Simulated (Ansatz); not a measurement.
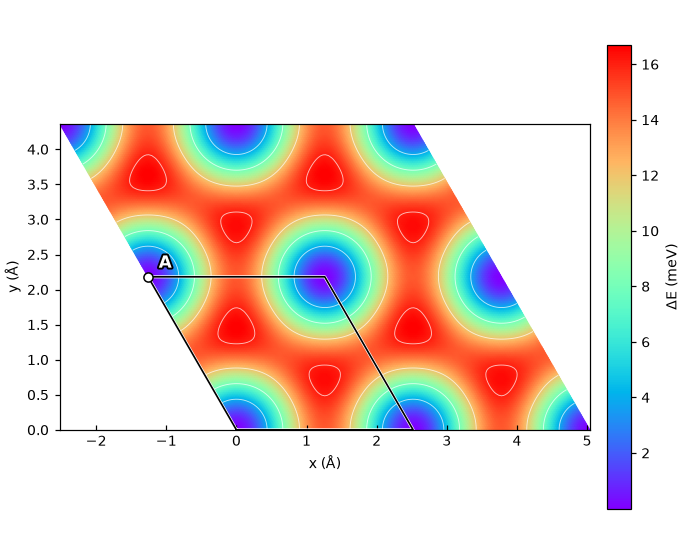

N₂ on a Cu(111) slab cut from the Fm-3m phase, its upper half relaxed before the scan (12 atoms of substrate and one adsorbate in a 2 × 2 cell). N2 is moved over the surface cell at a fixed height above a rigid substrate; the origin of the map has the adsorbate above Cu9; the height is held at 3.00 Å. Places are given modulo a cell vector. The map is drawn in real space over the plane of the surface. The scan uses a 6 × 6 grid; 10 points were computed and 26 follow by symmetry. Places are given in fractions of the 1 × 1 surface cell. Energies are in meV, from the lowest grid point. At a fixed height the lowest place need not be the adsorption site. All numbers below come from DFT PBE+D3(BJ), scalar-relativistic, plane waves, PAW in Ansatz. Settings: cutoff 420 eV, k-mesh 6×6×1, gaussian smearing 0.1 eV, no spin polarisation.

The picture shows a smooth colour map with a few white contour lines, the outline of one cell of the 2 × 2 shown, the point A. Between grid points the surface is interpolated.

> Find the lowest pass out of the well at A.

The easiest path leads from the well at the top site over a surface Cu atom, (0/6, 0/6) of the cell vectors to its copy one period on. Its highest point lies about 15 meV above the bottom of the first well on the interpolated surface, at a bridge site between two Cu atoms, (3/6, 0/6) of the cell vectors. This is the barrier on the constrained surface; relaxing the other coordinates would change it.

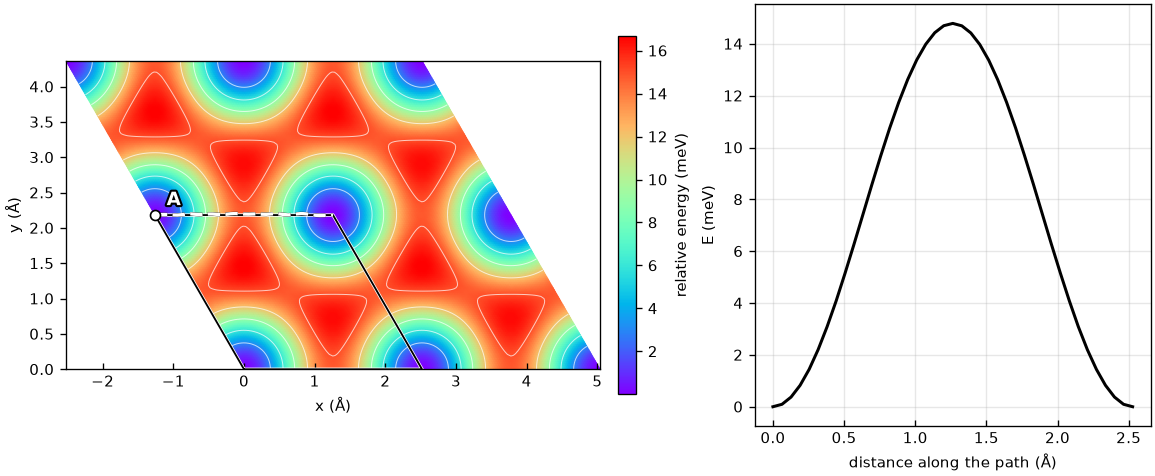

The picture shows a smooth colour map with a few white contour lines, a line along the lowest path, the outline of one cell of the 2 × 2 shown, the energy along the path at the right. Between grid points the surface is interpolated.
